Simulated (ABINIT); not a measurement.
# Run report: Y, phonons q calculation (part 2 of 3)

Y (P6₃/mmc, 2 atoms in the cell); Kohn-Sham DFT of a periodic cell, LDA-PZ, HGH LDA, no spin polarisation (ABINIT 10.8.3); cutoff 408.17 eV, 8×8×6 k-mesh, cold smearing of 0.2 eV. The structure derives from an entry of the Crystallography Open Database.

Geometry of the input (Å; fractional positions):
```
3.5041  0.0000  0.0000
-1.7521  3.0347  0.0000
0.0000  0.0000  5.4055
Y  0.6667  0.3333  0.7500
Y  0.3333  0.6667  0.2500
```

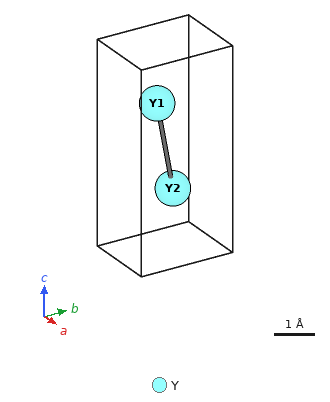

**Figure 1.** The input geometry (ball-and-stick view of the cell of the calculation, seen slightly off an axis; atoms are numbered from 1 in the order of the input). An atom can appear more than once, as a periodic image.

The program's output, continued:
```
================================================================================

 The perturbation idir=   1  ipert=   2 is
 symmetric of a previously calculated perturbation.
 So, its SCF calculation is not needed.

 The perturbation idir=   2  ipert=   2 is
 symmetric of a previously calculated perturbation.
 So, its SCF calculation is not needed.

 The perturbation idir=   3  ipert=   2 is
 symmetric of a previously calculated perturbation.
 So, its SCF calculation is not needed.

--------------------------------------------------------------------------------
 Perturbation wavevector (in red.coord.)   0.500000  0.000000  0.500000
 Perturbation : displacement of atom   1   along direction   1
 The set of symmetries contains only one element for this perturbation.
 symkpt : not enough symmetry to change the number of k points.

--------------------------------------------------------------------------------

--------------------------------------------------------------------------------

 dfpt_looppert : total number of electrons, from k and k+q
  fully or partially occupied states are    6.000000E+00 and    6.000000E+00.
 Initialisation of the first-order wave-functions :
  ireadwf=   0

--- !BeginCycle
iteration_state: {dtset: 2, }
solver: {iscf: 7, nstep: 80, nline: 4, wfoptalg: 0, }
tolerances: {tolvrs: 1.00E-08, }
...

     iter   2DEtotal(Ha)        deltaE(Ha) residm    vres2
-ETOT  1   147.53978300230      3.511E+01 1.067E+00 2.529E+05
 ETOT  2   73.282216159917     -7.426E+01 1.444E-01 1.187E+05
 ETOT  3   4.9250095085284     -6.836E+01 3.130E-01 4.511E+03
 ETOT  4   2.2086527038786     -2.716E+00 3.744E-01 9.500E+00
 ETOT  5   2.2031337502002     -5.519E-03 1.051E+00 1.352E-02
 ETOT  6   2.2031177190549     -1.603E-05 1.711E+00 4.573E-04
 ETOT  7   2.2031175098728     -2.092E-07 3.126E+00 2.605E-04
 ETOT  8   2.2031173594609     -1.504E-07 6.944E-01 1.555E-05
 ETOT  9   2.2031173500113     -9.450E-09 2.126E+00 1.935E-07
 ETOT 10   2.2031173498880     -1.233E-10 1.582E+00 7.485E-09

 At SCF step   10       vres2   =  7.48E-09 < tolvrs=  1.00E-08 =>converged.
================================================================================

 ----iterations are completed or convergence reached----

 Mean square residual over all n,k,spin=   14.288E-04; max=  15.821E-01

 2DEtotal=    0.2203117350E+01 Ha. Also 2DEtotal=    0.599498771530E+02 eV
    (2DErelax=   -1.1022988256E+02 Ha. 2DEnonrelax=    1.1243299991E+02 Ha)
    (  non-var. 2DEtotal :    2.2031177491E+00 Ha)

--------------------------------------------------------------------------------
 Perturbation wavevector (in red.coord.)   0.500000  0.000000  0.500000
 Perturbation : displacement of atom   1   along direction   2
 The set of symmetries contains only one element for this perturbation.
 symkpt : not enough symmetry to change the number of k points.

--------------------------------------------------------------------------------

--------------------------------------------------------------------------------

 dfpt_looppert : total number of electrons, from k and k+q
  fully or partially occupied states are    6.000000E+00 and    6.000000E+00.
 Initialisation of the first-order wave-functions :
  ireadwf=   0

--- !BeginCycle
iteration_state: {dtset: 2, }
solver: {iscf: 7, nstep: 80, nline: 4, wfoptalg: 0, }
tolerances: {tolvrs: 1.00E-08, }
...

     iter   2DEtotal(Ha)        deltaE(Ha) residm    vres2
-ETOT  1   1.8260953415338     -1.008E+02 4.926E-01 3.841E+02
 ETOT  2   1.5294556192312     -2.966E-01 1.259E+00 5.795E+00
 ETOT  3   1.5247354569655     -4.720E-03 8.034E-02 3.040E-02
 ETOT  4   1.5247084507032     -2.701E-05 2.313E-01 8.000E-03
 ETOT  5   1.5247062879073     -2.163E-06 3.539E-01 4.855E-03
 ETOT  6   1.5247033477316     -2.940E-06 4.040E-01 1.211E-05
 ETOT  7   1.5247033403780     -7.354E-09 2.472E+00 1.161E-06
 ETOT  8   1.5247033396815     -6.964E-10 1.539E+00 2.463E-08
 ETOT  9   1.5247033396641     -1.737E-11 5.354E+00 1.787E-10

 At SCF step    9       vres2   =  1.79E-10 < tolvrs=  1.00E-08 =>converged.
================================================================================

 ----iterations are completed or convergence reached----

 Mean square residual over all n,k,spin=   32.218E-04; max=  53.536E-01

 2DEtotal=    0.1524703340E+01 Ha. Also 2DEtotal=    0.414892914861E+02 eV
    (2DErelax=   -1.0107087059E+02 Ha. 2DEnonrelax=    1.0259557393E+02 Ha)
    (  non-var. 2DEtotal :    1.5247033193E+00 Ha)

--------------------------------------------------------------------------------
 Perturbation wavevector (in red.coord.)   0.500000  0.000000  0.500000
 Perturbation : displacement of atom   1   along direction   3
 Found     2 symmetries that leave the perturbation invariant.
 symkpt : the number of k-points, thanks to the symmetries,
 is reduced to   216 .

--------------------------------------------------------------------------------

--------------------------------------------------------------------------------

 dfpt_looppert : total number of electrons, from k and k+q
  fully or partially occupied states are    6.000000E+00 and    6.000000E+00.
 Initialisation of the first-order wave-functions :
  ireadwf=   0

--- !BeginCycle
iteration_state: {dtset: 2, }
solver: {iscf: 7, nstep: 80, nline: 4, wfoptalg: 0, }
tolerances: {tolvrs: 1.00E-08, }
...

     iter   2DEtotal(Ha)        deltaE(Ha) residm    vres2
-ETOT  1   234.56543946649     -3.053E+01 8.735E-01 3.893E+05
 ETOT  2   213.86198395488     -2.070E+01 4.799E+00 3.500E+05
 ETOT  3   4.2116418603398     -2.097E+02 2.271E+00 1.588E+03
 ETOT  4   3.2586610497181     -9.530E-01 2.333E+01 5.709E+00
 ETOT  5   3.2553522391936     -3.309E-03 1.444E+00 1.736E-02
 ETOT  6   3.2553373065204     -1.493E-05 1.474E+00 1.780E-03
 ETOT  7   3.2553366103714     -6.961E-07 2.536E+00 7.984E-04
 ETOT  8   3.2553361270223     -4.833E-07 3.076E+00 4.971E-06
 ETOT  9   3.2553361237849     -3.237E-09 4.300E+00 2.214E-07
 ETOT 10   3.2553361236515     -1.334E-10 6.381E-01 1.258E-08
 ETOT 11   3.2553361236437     -7.788E-12 1.619E-01 7.255E-10

 At SCF step   11       vres2   =  7.26E-10 < tolvrs=  1.00E-08 =>converged.
================================================================================

 ----iterations are completed or convergence reached----

 Mean square residual over all n,k,spin=   19.838E-05; max=  16.191E-02

 2DEtotal=    0.3255336124E+01 Ha. Also 2DEtotal=    0.885822086210E+02 eV
    (2DErelax=   -2.6184113976E+02 Ha. 2DEnonrelax=    2.6509647589E+02 Ha)
    (  non-var. 2DEtotal :    3.2553344838E+00 Ha)

================================================================================

 ---- first-order wavefunction calculations are completed ----

 ==> Compute Derivative Database <==

  Dynamical matrix, in cartesian coordinates,
   if specified in the inputs, asr has been imposed
     j1       j2             matrix element
  dir pert dir pert     real part    imaginary part

   1    1   1    1         0.0502437167        -0.0000000034
   1    1   2    1         0.0089326143        -0.0000000020
   1    1   3    2        -0.0105446979        -0.0000001066

   2    1   1    1         0.0089326143        -0.0000000020
   2    1   2    1         0.0399292216        -0.0000000011
   2    1   3    2        -0.0060879841        -0.0000000615

   3    1   3    1         0.0311983483         0.0000000000
   3    1   1    2        -0.0105446979         0.0000001066
   3    1   2    2        -0.0060879841         0.0000000615

   1    2   3    1        -0.0105446979        -0.0000001066
   1    2   1    2         0.0502437167        -0.0000000034
   1    2   2    2         0.0089326143        -0.0000000020

   2    2   3    1        -0.0060879841        -0.0000000615
   2    2   1    2         0.0089326143        -0.0000000020
   2    2   2    2         0.0399292216        -0.0000000011

   3    2   1    1        -0.0105446979         0.0000001066
   3    2   2    1        -0.0060879841         0.0000000615
   3    2   3    2         0.0311983483         0.0000000000

  Phonon wavevector (reduced coordinates) :  0.50000  0.00000  0.50000
 Phonon energies in Hartree :
   4.015586E-04  4.015586E-04  4.632010E-04  4.632010E-04  6.108178E-04
   6.108178E-04
 Phonon frequencies in cm-1    :
   8.813194E+01  8.813194E+01  1.016609E+02  1.016609E+02  1.340590E+02
   1.340590E+02

================================================================================
== DATASET  3 ==================================================================

--- !DatasetInfo
iteration_state: {dtset: 3, }
dimensions: {natom: 2, nkpt: 384, mband: 11, nsppol: 1, nspinor: 1, nspden: 1, mpw: 1088, }
cutoff_energies: {ecut:  15.0, pawecutdg:  -1.0, }
electrons: {nelect:   6.00000000E+00, charge:   0.00000000E+00, occopt:   4.00000000E+00, tsmear:   7.34986444E-03, }
meta: {optdriver: 1, rfphon: 1, }
...

 mkfilename : getwfk/=0, take file _WFK from output of DATASET   1.

 Exchange-correlation functional for the present dataset will be:
  LDA: Perdew-Zunger-Ceperley-Alder - ixc=2
  J.P.Perdew and A.Zunger, PRB 23, 5048 (1981)

 Real(R)+Recip(G) space primitive vectors, cartesian coordinates (Bohr,Bohr^-1):
 R(1)=  6.6218295  0.0000000  0.0000000  G(1)=  0.1510157  0.0871889  0.0000000
 R(2)= -3.3109148  5.7346726  0.0000000  G(2)=  0.0000000  0.1743779  0.0000000
 R(3)=  0.0000000  0.0000000 10.2148503  G(3)=  0.0000000  0.0000000  0.0978967
 Unit cell volume ucvol=  3.8789898E+02 bohr^3
 Angles (23,13,12)=  9.00000000E+01  9.00000000E+01  1.20000000E+02 degrees
 setup1 : take into account q-point for computing boxcut.

 getcut: wavevector=  0.5000  0.0000  0.0000  ngfft=  24  24  36
         ecut(hartree)=     15.000   => boxcut(ratio)=   1.99286

--- Pseudopotential description ------------------------------------------------
- pspini: atom type   1  psp file is ./Y.hgh
  39.00000   3.00000     10605                znucl, zion, pspdat
    3    1    2    0      2001   0.00000      pspcod,pspxc,lmax,lloc,mmax,r2well

 pspatm : COMMENT -
  the projectors are not normalized,
  so that the KB energies are not consistent with
  definition in PRB44, 8503 (1991).
  However, this does not influence the results obtained hereafter.

--------------------------------------------------------------------------------

 ==>  initialize data related to q vector <==

 The list of irreducible perturbations for this q vector is:
    1)    idir= 1    ipert=   1
    2)    idir= 2    ipert=   1
    3)    idir= 3    ipert=   1

================================================================================

 The perturbation idir=   1  ipert=   2 is
 symmetric of a previously calculated perturbation.
 So, its SCF calculation is not needed.

 The perturbation idir=   2  ipert=   2 is
 symmetric of a previously calculated perturbation.
 So, its SCF calculation is not needed.

 The perturbation idir=   3  ipert=   2 is
 symmetric of a previously calculated perturbation.
 So, its SCF calculation is not needed.

--------------------------------------------------------------------------------
 Perturbation wavevector (in red.coord.)   0.500000  0.000000  0.000000
 Perturbation : displacement of atom   1   along direction   1
 Found     2 symmetries that leave the perturbation invariant.
 symkpt : the number of k-points, thanks to the symmetries,
 is reduced to   256 .

--------------------------------------------------------------------------------

--------------------------------------------------------------------------------

 dfpt_looppert : total number of electrons, from k and k+q
  fully or partially occupied states are    6.000000E+00 and    6.000000E+00.
 Initialisation of the first-order wave-functions :
  ireadwf=   0

--- !BeginCycle
iteration_state: {dtset: 3, }
solver: {iscf: 7, nstep: 80, nline: 4, wfoptalg: 0, }
tolerances: {tolvrs: 1.00E-08, }
...

     iter   2DEtotal(Ha)        deltaE(Ha) residm    vres2
-ETOT  1   250.97539044866      1.377E+02 9.120E-01 5.662E+05
 ETOT  2   164.38194366270     -8.659E+01 7.171E-01 3.595E+05
 ETOT  3   7.5547982938103     -1.568E+02 6.425E-01 1.125E+04
 ETOT  4   2.4789197904918     -5.076E+00 8.289E+00 4.314E+01
 ETOT  5   2.4584930096588     -2.043E-02 3.196E-01 1.033E-01
 ETOT  6   2.4584101602861     -8.285E-05 7.869E-01 4.100E-03
 ETOT  7   2.4584076356810     -2.525E-06 1.629E+00 1.979E-04
 ETOT  8   2.4584075263578     -1.093E-07 6.613E-01 1.408E-05
 ETOT  9   2.4584075250480     -1.310E-09 2.494E-01 1.241E-05
 ETOT 10   2.4584075194028     -5.645E-09 6.206E-01 3.391E-08
 ETOT 11   2.4584075193856     -1.718E-11 2.269E-01 2.529E-10

 At SCF step   11       vres2   =  2.53E-10 < tolvrs=  1.00E-08 =>converged.
================================================================================

 ----iterations are completed or convergence reached----

 Mean square residual over all n,k,spin=   27.226E-05; max=  22.689E-02

 2DEtotal=    0.2458407519E+01 Ha. Also 2DEtotal=    0.668966765600E+02 eV
    (2DErelax=   -1.1077947820E+02 Ha. 2DEnonrelax=    1.1323788572E+02 Ha)
    (  non-var. 2DEtotal :    2.4584068548E+00 Ha)

--------------------------------------------------------------------------------
 Perturbation wavevector (in red.coord.)   0.500000  0.000000  0.000000
 Perturbation : displacement of atom   1   along direction   2
 Found     2 symmetries that leave the perturbation invariant.
 symkpt : the number of k-points, thanks to the symmetries,
 is reduced to   256 .

--------------------------------------------------------------------------------

--------------------------------------------------------------------------------

 dfpt_looppert : total number of electrons, from k and k+q
  fully or partially occupied states are    6.000000E+00 and    6.000000E+00.
 Initialisation of the first-order wave-functions :
  ireadwf=   0

--- !BeginCycle
iteration_state: {dtset: 3, }
solver: {iscf: 7, nstep: 80, nline: 4, wfoptalg: 0, }
tolerances: {tolvrs: 1.00E-08, }
...

     iter   2DEtotal(Ha)        deltaE(Ha) residm    vres2
-ETOT  1   2.3823383659096     -1.002E+02 4.973E-01 5.445E+02
 ETOT  2   1.9528970922395     -4.294E-01 8.481E-01 6.385E+00
 ETOT  3   1.9481609077417     -4.736E-03 1.006E-01 1.389E-02
 ETOT  4   1.9481527900851     -8.118E-06 4.449E-01 7.210E-03
 ETOT  5   1.9481513374778     -1.453E-06 2.096E+00 4.311E-03
 ETOT  6   1.9481493720496     -1.965E-06 1.509E+00 2.790E-06
 ETOT  7   1.9481493703033     -1.746E-09 2.720E+00 3.823E-07
 ETOT  8   1.9481493701327     -1.706E-10 4.824E+00 2.415E-08
 ETOT  9   1.9481493701210     -1.164E-11 2.574E-02 1.004E-10

 At SCF step    9       vres2   =  1.00E-10 < tolvrs=  1.00E-08 =>converged.
================================================================================

 ----iterations are completed or convergence reached----

 Mean square residual over all n,k,spin=   56.967E-06; max=  25.741E-03

 2DEtotal=    0.1948149370E+01 Ha. Also 2DEtotal=    0.530118449752E+02 eV
    (2DErelax=   -1.0067827478E+02 Ha. 2DEnonrelax=    1.0262642415E+02 Ha)
    (  non-var. 2DEtotal :    1.9481493608E+00 Ha)

--------------------------------------------------------------------------------
 Perturbation wavevector (in red.coord.)   0.500000  0.000000  0.000000
 Perturbation : displacement of atom   1   along direction   3
 Found     2 symmetries that leave the perturbation invariant.
 symkpt : the number of k-points, thanks to the symmetries,
 is reduced to   216 .

--------------------------------------------------------------------------------

--------------------------------------------------------------------------------

 dfpt_looppert : total number of electrons, from k and k+q
  fully or partially occupied states are    6.000000E+00 and    6.000000E+00.
 Initialisation of the first-order wave-functions :
  ireadwf=   0

--- !BeginCycle
iteration_state: {dtset: 3, }
solver: {iscf: 7, nstep: 80, nline: 4, wfoptalg: 0, }
tolerances: {tolvrs: 1.00E-08, }
...

     iter   2DEtotal(Ha)        deltaE(Ha) residm    vres2
-ETOT  1   22.250092143828     -2.402E+02 8.740E-01 2.025E+04
 ETOT  2   5.0155362301917     -1.723E+01 4.896E-01 4.605E+02
 ETOT  3   4.6035210875558     -4.120E-01 5.949E-01 1.003E+00
 ETOT  4   4.6026209682013     -9.001E-04 2.116E+00 1.238E-02
 ETOT  5   4.6026103977983     -1.057E-05 3.599E+00 3.396E-03
 ETOT  6   4.6026102863806     -1.114E-07 1.182E+01 3.470E-03
 ETOT  7   4.6026087096030     -1.577E-06 6.784E+00 1.102E-05
 ETOT  8   4.6026087046320     -4.971E-09 1.789E-01 1.579E-06
 ETOT  9   4.6026087039083     -7.237E-10 7.846E-02 7.401E-09

 At SCF step    9       vres2   =  7.40E-09 < tolvrs=  1.00E-08 =>converged.
================================================================================

 ----iterations are completed or convergence reached----

 Mean square residual over all n,k,spin=   84.158E-06; max=  78.458E-03

 2DEtotal=    0.4602608704E+01 Ha. Also 2DEtotal=    0.125243363181E+03 eV
    (2DErelax=   -2.5789116034E+02 Ha. 2DEnonrelax=    2.6249376904E+02 Ha)
    (  non-var. 2DEtotal :    4.6026045355E+00 Ha)

================================================================================

 ---- first-order wavefunction calculations are completed ----

 ==> Compute Derivative Database <==

  Dynamical matrix, in cartesian coordinates,
   if specified in the inputs, asr has been imposed
     j1       j2             matrix element
  dir pert dir pert     real part    imaginary part

   1    1   1    1         0.0560657590         0.0000000014
   1    1   2    1         0.0067185023         0.0000000008
   1    1   1    2        -0.0112369495         0.0000000000
   1    1   2    2         0.0061974203         0.0000000000

   2    1   1    1         0.0067185023         0.0000000008
   2    1   2    1         0.0483079002         0.0000000005
   2    1   1    2         0.0061974203         0.0000000000
   2    1   2    2        -0.0183931140        -0.0000000000

   3    1   3    1         0.0441102628         0.0000000000
   3    1   3    2        -0.0202053250        -0.0000000000

   1    2   1    1        -0.0112369495        -0.0000000000
   1    2   2    1         0.0061974203        -0.0000000000
   1    2   1    2         0.0560657590         0.0000000014
   1    2   2    2         0.0067185023         0.0000000008

   2    2   1    1         0.0061974203        -0.0000000000
   2    2   2    1        -0.0183931140         0.0000000000
   2    2   1    2         0.0067185023         0.0000000008
   2    2   2    2         0.0483079002         0.0000000005

   3    2   3    1        -0.0202053250         0.0000000000
   3    2   3    2         0.0441102628         0.0000000000

  Phonon wavevector (reduced coordinates) :  0.50000  0.00000  0.00000
 Phonon energies in Hartree :
   3.722529E-04  3.840596E-04  5.679979E-04  6.299599E-04  6.400875E-04
   6.458617E-04
 Phonon frequencies in cm-1    :
   8.170008E+01  8.429133E+01  1.246611E+02  1.382602E+02  1.404830E+02
   1.417503E+02

== END DATASET(S) ==============================================================
================================================================================

 -outvars: echo values of variables after computation  --------
            acell      6.6218295312E+00  6.6218295370E+00  1.0214850342E+01 Bohr
           etotal1    -3.2111945904E+00
           etotal2     3.2553361236E+00
           etotal3     4.6026087039E+00
            fcart1    -1.6265264519E-28  2.8172264513E-28 -0.0000000000E+00
                       1.6265264519E-28 -2.8172264513E-28 -0.0000000000E+00
            fcart2     0.0000000000E+00  0.0000000000E+00  0.0000000000E+00
                       0.0000000000E+00  0.0000000000E+00  0.0000000000E+00
            fcart3     0.0000000000E+00  0.0000000000E+00  0.0000000000E+00
                       0.0000000000E+00  0.0000000000E+00  0.0000000000E+00
            rprim      1.0000000000E+00  0.0000000000E+00  0.0000000000E+00
                      -4.9999999960E-01  8.6602540400E-01  0.0000000000E+00
                       0.0000000000E+00  0.0000000000E+00  1.0000000000E+00
           strten1     5.9529144343E-06  5.9529123741E-06  1.5774977917E-05
                       0.0000000000E+00  0.0000000000E+00  4.4424040895E-14
           strten2     0.0000000000E+00  0.0000000000E+00  0.0000000000E+00
                       0.0000000000E+00  0.0000000000E+00  0.0000000000E+00
           strten3     0.0000000000E+00  0.0000000000E+00  0.0000000000E+00
                       0.0000000000E+00  0.0000000000E+00  0.0000000000E+00
           xangst      1.7520606400E+00  1.0115526833E+00  4.0540995075E+00
                      -9.8901314957E-11  2.0231053666E+00  1.3513665025E+00
             xred      6.6666666667E-01  3.3333333333E-01  7.5000000000E-01
                       3.3333333333E-01  6.6666666667E-01  2.5000000000E-01
 Calculation completed.
```

Key numbers:

```tsv
quantity	value
outcome	converged
space group (tolerance 0.01 Å)	P6₃/mmc (194)
electrons treated	6
free energy	−87.3811 eV
Fermi energy	3.703 eV
gap on the k-point mesh	none (metallic)
pressure	−0.27 GPa
largest force (length of the vector)	under 0.001 eV/Å
wall time	8.4 min
peak memory	0.28 GiB
```
